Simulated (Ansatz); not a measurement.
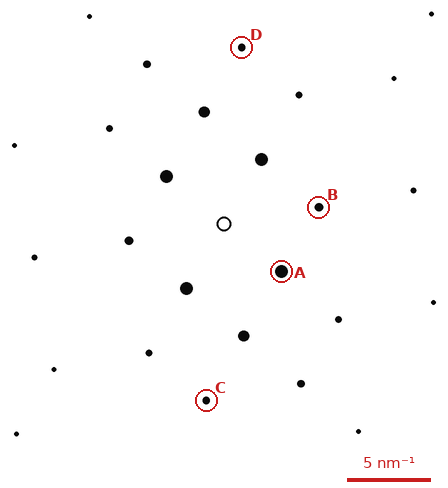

Computed electron diffraction pattern, 300 kV, single scattering only, B = 0.8 Å². The zone axis points towards the electron source and the pattern is seen from the source side.

Ag, space group P6_3/mmc (No. 194), a = 2.92 Å, c = 4.71 Å (hexagonal axes). Structure: coordinates from a relaxation with Ansatz, DFT, r2SCAN, plane waves (500 eV) with PAW, scalar-relativistic; the starting structure was generated, so it need not be a known form of this composition.

Spot A is indexed -1 1 1 and spot B -1 0 2.

### Give hkl for C, D.

C = 3A − 2B = -1 3 -1 (d = 0.935 Å). D = −3A + 2B = 1 -3 1 (d = 0.935 Å).

### Give [uvw].

The cross product of A and B is parallel to [211]; every spot obeys hu + kv + lw = 0.

### What are the spacings of A and B and the angle between them?

d(A) = 2.226 Å, d(B) = 1.723 Å, and the angle is 49.8°.
